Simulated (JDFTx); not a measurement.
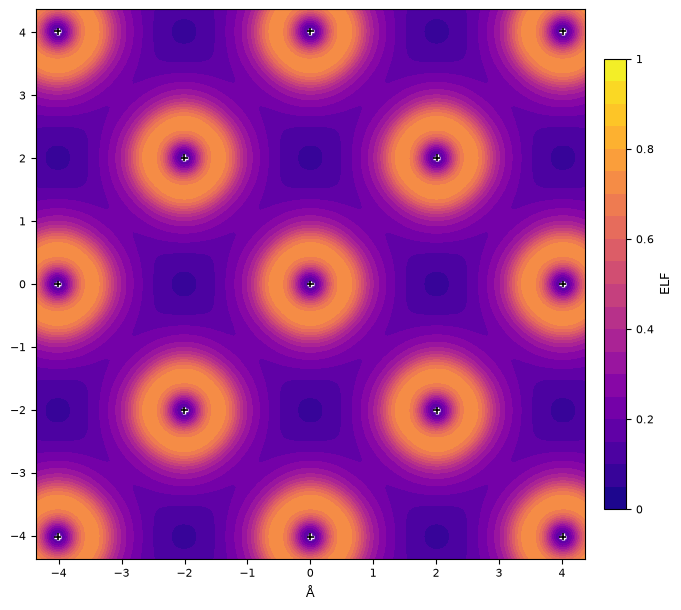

The ELF on a plane through atoms (crosses mark nuclei in the plane).

Computed with Kohn-Sham DFT of a periodic cell, r2SCAN, SG15-PBE-1.2 (JDFTx 1.7.0 (patched build)).

Candidates:
A. Au, a = 4.01 Å, b = 4.01 Å, c = 4.01 Å, α = 90.00°, β = 90.00°, γ = 90.00°. Space group Fm-3m; computed pressure about 15 GPa in this cell.
B. WC, a = 2.91 Å, b = 2.91 Å, c = 2.84 Å, α = 90.00°, β = 90.00°, γ = 120.00°. Space group P-6m2; computed pressure about −8 GPa in this cell.
C. CdS, a = 5.87 Å, b = 5.87 Å, c = 5.87 Å, α = 90.00°, β = 90.00°, γ = 90.00°. Space group F-43m.

Which candidate gave the map?

Candidate A: Au on the (001) plane of the conventional cell, which holds Au. Au–Au (2.84 Å): the ELF is about 0.20 at the midpoint: no localised pair shows between them.
